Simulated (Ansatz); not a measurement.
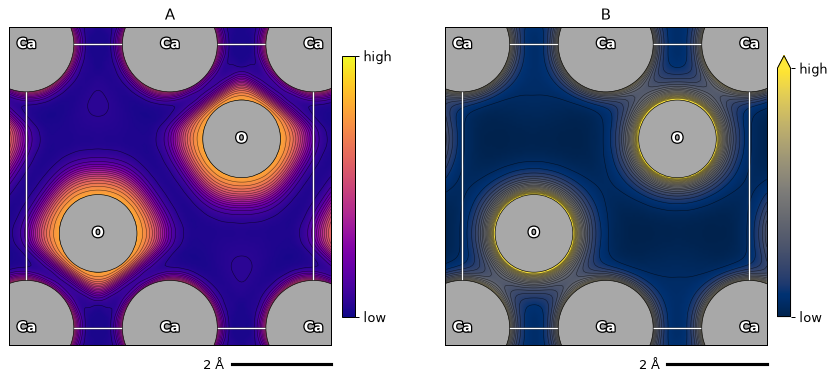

CaO: 2 fields on the (110) plane of the conventional cell, with unlabelled colour scales. Grey discs cover the atomic cores.

Space group P6₃/mmc; started from the NiAs prototype, which need not be the ambient phase.

Method: Ansatz 0.2.0, DFT, PBEsol, plane waves, PAW.

The panels show electron localisation function and valence pseudo-density in some order. Assign them.

Panel A: electron localisation function. Panel B: valence pseudo-density. From the grid: Ca–O (2.39 Å): ρ is about 0.27 e/Å³ halfway; the ELF is about 0.10 at the midpoint; an ionic contact with no shared pair.
